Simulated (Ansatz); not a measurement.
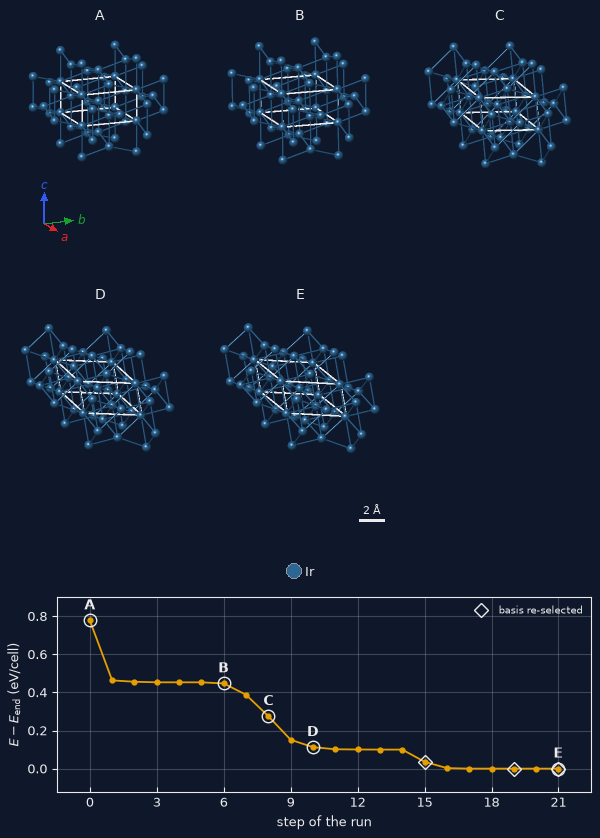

Frames of a relaxation of crystalline Ir (a generated structure, set up in I4_1/amd), marked on the history of the run. The picture is a ball-and-stick view of the conventional cell (2 times the calculation's cell), seen slightly off an axis. Lengths and directions refer to the drawn axes.

Phase: beta-Sn type.

Method: Ansatz 0.2.0, DFT, RPBE, plane waves (420 eV) with PAW, scalar-relativistic.

Input
```yaml
crystal:
  lattice:
    - [-2.3872555793, 2.3872555793, 1.3034415463]
    - [2.3872555793, -2.3872555793, 1.3034415463]
    - [2.3872555793, 2.3872555793, -1.3034415463]
  atoms:
    - { symbol: Ir, position: [0.0, 0.0, 0.0] }
    - { symbol: Ir, position: [0.75, 0.25, 0.5] }
hamiltonian:
  xc: rpbe
  pseudopotentials:
    kind: paw
    azcp:
      Ir: "pseudopotentials/Ir.paw.azcp"
basis:
  ecutwfc: 420
  fft_grid_basis: typed
kpoints:
  mp_grid: { grid: [14, 14, 9], shift: [0, 0, 0] }
magnetization:
  spin_polarized: false
scf:
  occupations: { method: fermi_dirac, width: 0.1 }
relax:
  max_steps: 60
  f_tol: 0.01
  cell: {}
```

Command:
```bash
ansatz run input.yaml --threads 2 --pin off --max-ram 5120MiB --backend cpu --events-out ev --progress --plain --runs-dir out
```

Question: Describe the path.

Answer: The largest moves relative to the cell, 0.15 Å, are those of Ir1 and Ir2. Ir1 goes along [1 −1 0]. The drawn cell changes as follows: a = b 4.775 → 5.071 Å (+6.2 %), c 2.607 → 2.693 Å (+3.3 %), α 90.0° → 105.4°, β 90.0° → 105.4°, γ 90.0° → 80.9°; the volume changes by +7.8 %. Some distances before and after: Ir1–Ir2 3.086 → 2.625 Å, Ir1–Ir2 (another image) 2.475 → 2.655 Å, Ir1–Ir2 (another image) 2.475 → 2.625 Å, Ir1–Ir1 2.607 → 2.693 Å. Among the angles between lasting bonds that change: Ir2–Ir1–Ir2 94.0° → 118.3°, Ir1–Ir1–Ir2 105.3° → 120.9°, Ir1–Ir1–Ir2 74.7° → 59.1°. The space group (tolerance 0.01 Å) goes from I4_1/amd (No. 141) to Cmcm (No. 63). The energy falls by 0.778 eV per cell of the calculation in 18 accepted moves (21 points after the start). Largest force component: 0.0032 eV/Å at the start, under 0.0001 eV/Å at the end. Pressure: 33.31 GPa at the start and 0.00 GPa at the end. The SCF was repeated 3 times at an unchanged geometry on a basis and grid sized afresh for the cell, which shifted the energy by 63.7 meV per cell of the calculation at most. Cost: 98 s on 2 threads of Intel(R) Xeon(R) 6975P-C (Granite Rapids), on a shared host, peak memory 0.67 GiB. From step 0 to 6: volume +10.9 %, energy −0.331 eV per cell of the calculation. From step 6 to 8: Ir atoms move most (0.06 Å), volume −1.3 %, energy −0.172 eV per cell of the calculation. From step 8 to 10: Ir atoms move most (0.07 Å), volume −2.9 %, energy −0.163 eV per cell of the calculation. From step 10 to 21: Ir atoms move most (0.02 Å), volume +1.5 %, energy −0.113 eV per cell of the calculation.

```tsv
step	E − E(0), meV/atom	largest force component, eV/Å	pressure, GPa	volume, Å³/atom	note
0	0.00	0.0032	33.31	14.857	
1	-157.28	0.0001	-1.36	16.512	
2	-160.86	0.0003	-0.36	16.459	
3	-162.32	0.0005	0.30	16.436	
4	-162.33	0.0005	0.07	16.451	
5	-162.40	0.0037	-0.01	16.457	
6	-165.27	0.0143	-0.41	16.473	
7	-195.04	0.1053	-1.82	16.472	
8	-251.23	0.2057	-1.15	16.261	
9	-313.15	0.1764	1.97	15.921	
10	-332.53	0.1310	2.44	15.783	
11	-338.03	0.0416	-0.46	15.928	
12	-338.65	0.0107	0.04	15.903	
13	-338.91	0.0065	0.01	15.893	
14	-338.92	0.0007	-0.02	15.899	
15	-370.78	0.0030	3.18	15.899	same geometry, new basis
16	-387.48	0.0211	1.39	15.947	
17	-388.82	0.0075	0.07	16.010	
18	-388.82	0.0020	0.01	16.017	
19	-388.85	0.0022	0.00	16.017	same geometry, new basis
20	-388.85	0.0000	0.00	16.017	
21	-388.85	0.0000	0.00	16.017	same geometry, new basis
```
